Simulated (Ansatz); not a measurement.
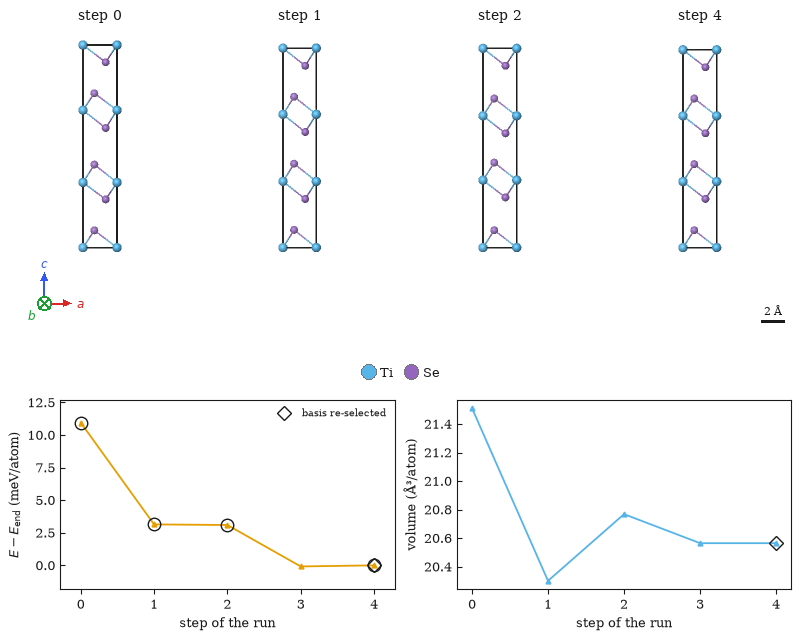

Frames of a relaxation of crystalline TiSe₂ (set up in P-3m1) (coarse preliminary run), marked on the history of the run. The picture is a ball-and-stick view of the cell of the calculation, seen along the b axis.

Case: 1 of 1 Li taken out, relaxed.

Level of theory: DFT PBE+D3(BJ), scalar-relativistic, plane waves, PAW (Ansatz).

The input:
```yaml
crystal:
  lattice:
    - [3.5134745057, 0.0, 0.0]
    - [-1.7567372528, 3.0427581775, 0.0]
    - [0.0, 0.0, 18.1087879813]
  atoms:
    - { symbol: Ti, position: [0.0, 0.0, 0.0] }
    - { symbol: Ti, position: [0.0, 0.0, 0.3214976776] }
    - { symbol: Ti, position: [0.0, 0.0, 0.6785023224] }
    - { symbol: Se, position: [0.3333333333, 0.6666666667, 0.4099063101] }
    - { symbol: Se, position: [0.6666666667, 0.3333333333, 0.5900936899] }
    - { symbol: Se, position: [0.3333333333, 0.6666666667, 0.7620501947] }
    - { symbol: Se, position: [0.6666666667, 0.3333333333, 0.2379498053] }
    - { symbol: Se, position: [0.3333333333, 0.6666666667, 0.0850496845] }
    - { symbol: Se, position: [0.6666666667, 0.3333333333, 0.9149503155] }
basis:
  ecutwfc: 420
kpoints:
  mp_grid: { grid: [6, 6, 1] }
hamiltonian:
  xc: pbe
  dispersion: d3bj
scf:
  occupations: { method: gaussian, width: 0.1 }
output:
  forces: true
  stress: true
  eigenvalues: true
relax:
  adjacent_minimum: "off"
  f_tol: 0.0325
  max_steps: 70
  cell: { stress_tol: 0.24 }
```

Launched with:
```bash
ansatz run input.yaml --threads 2 --pin off --max-ram 5120MiB --backend cpu --events-out ev --progress --plain --runs-dir out
```

### Describe the path.

Over 3 accepted moves (4 points after the start) the energy falls by 11.0 meV per atom. Largest force component: 0.54 eV/Å at the start, 0.021 eV/Å at the end. Pressure: −1.48 GPa at the start and 0.10 GPa at the end. The SCF was repeated once at an unchanged geometry on a basis and grid sized afresh for the cell, which shifted the energy by 0.1 meV per atom at most. The largest moves relative to the cell, 0.22 Å, are those of Ti2 and Ti3. Ti2 goes along +c. By element the largest moves are Ti 0.22 Å, Se 0.21 Å. Cell: a = b 3.513 → 3.477 Å (−1.0 %), c 18.109 → 17.679 Å (−2.4 %). Volume −4.4 %. Near-neighbour distances that change, for instance: Ti2–Se4 2.584 → 2.539 Å, Ti2–Se7 2.531 → 2.539 Å, Ti1–Se8 2.547 → 2.540 Å. The space group stays P-3m1 (No. 164). From step 0 to 1: Ti and Se atoms move most (0.19 Å), volume −5.6 %, energy −7.8 meV per atom. From step 1 to 2: Se atoms move most (0.14 Å), volume +2.3 %, energy 0.0 meV per atom. From step 2 to 4: Se atoms move most (0.10 Å), volume −1.0 %, energy −3.1 meV per atom.
